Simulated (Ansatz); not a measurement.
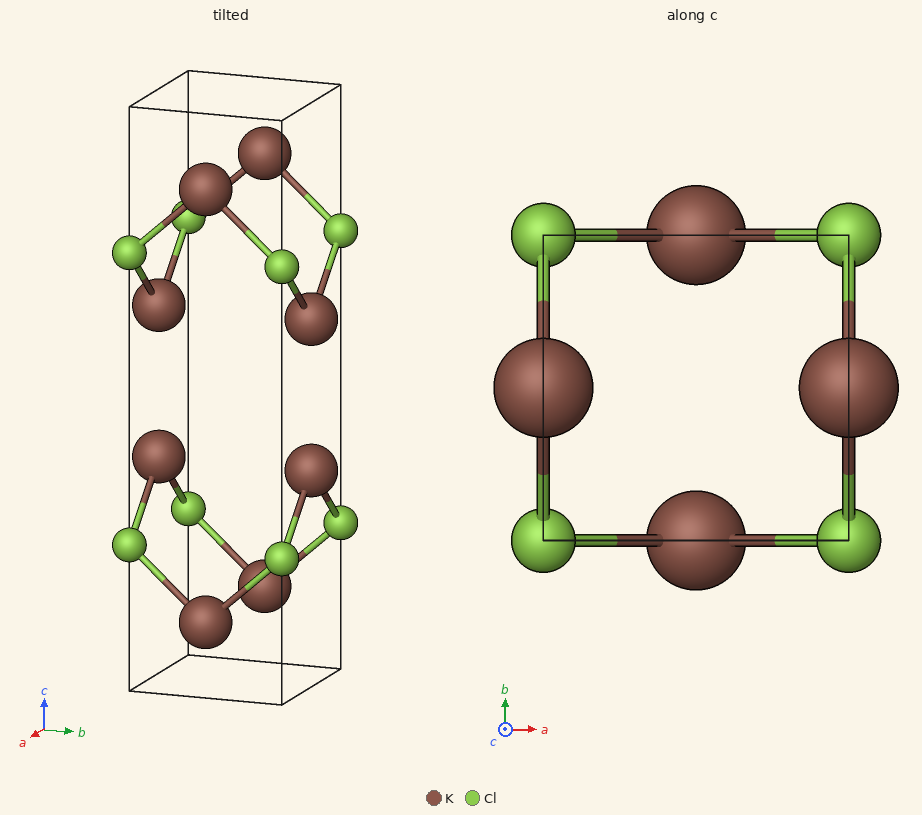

Ball-and-stick representation of a periodic structure, projected slightly off an axis and along the c axis. The frame is the conventional unit cell; atoms at its boundary are shown with their periodic copies. Cell: a = 4.55 Å, b = 4.55 Å, c = 16.75 Å, α = 90.00°, β = 90.00°, γ = 90.00°.

The cell started as a structure type filled with these elements by a generator (whether the compound takes this form wasn't checked). Earlier steps of the study may have refined or changed the cell and positions. It was run through Ansatz as a DFT input.

### Describe the arrangement of the atoms.

The structure is one of K$_{2}$Cl. The structure has P4_2/mmc (No. 131) symmetry and a primitive tetragonal lattice. Counting shared atoms by their share gives 4 K, 2 Cl, or 6 atoms. K bonds to two Cl in a bent arrangement at about 3.0 Å. Cl bonds to four K in a distorted tetrahedral arrangement at about 3.0 Å. The bonds build K2Cl layers parallel to (001).

The numbers come from DFT PBEsol, scalar-relativistic, plane waves, PAW in Ansatz, using plane waves up to 420 eV, an 8×8×4 mesh of k-points, Gaussian smearing of 0.1 eV, no spin polarisation.

### What does the calculation say: metal or gapped?

A metal: bands cross the Fermi level.

### List the Bader charges.

K +0.45 e; Cl -0.91 e.

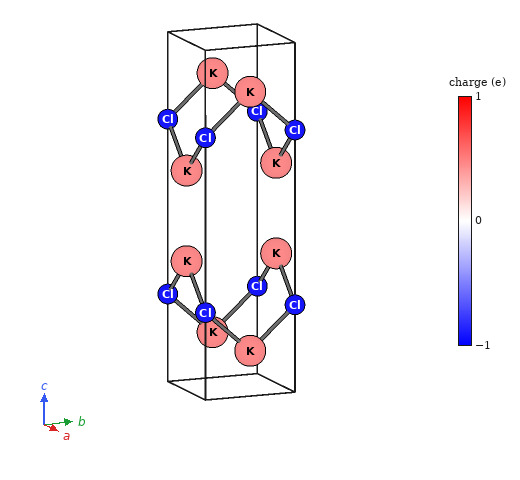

The atoms coloured by those charges. The run's cell of 6 atoms is drawn.

### Does this geometry sit at a stationary point of the energy?

No. The largest force is 0.10 eV/Å, on K. The pressure is -0.4 GPa, so the cell would contract.
